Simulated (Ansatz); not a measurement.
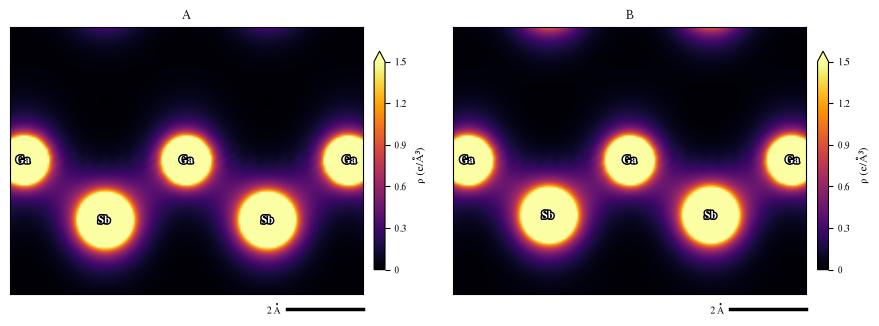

GaSb. The valence pseudo-density of two cells that differ in size and shape, on the (11̄0) plane of each (indices in the axes of the calculation cell), at one length scale and on one colour scale: A has 28.8 Å³ an atom and B 26.4.

All numbers below come from Ansatz, DFT PBE, scalar-relativistic, plane waves, PAW.

In a PAW calculation such maps are meaningful between the atoms, not at the nuclei.

The larger cell:

```xyz
2
Lattice="0.0000 2.9055 3.1479 3.1479 0.0000 3.1479 3.1479 2.9055 0.0000" Properties=species:S:1:pos:R:3 pbc="T T T"
Ga    0.0000    0.0000    0.0000
Sb    4.7218    4.3582    4.7218
```

The smaller cell: a = 4.274 Å, b = 4.099 Å, c = 4.274 Å, α = 61.34°, β = 57.32°, γ = 61.34°.

Question: What changes from the larger cell to the smaller?

Answer: From the larger cell to the smaller, Ga–Sb goes from 2.66 to 2.58 Å, and the density at its midpoint from 0.41 to 0.46 e/Å³; the pressure goes from 1.9 to 8 GPa.
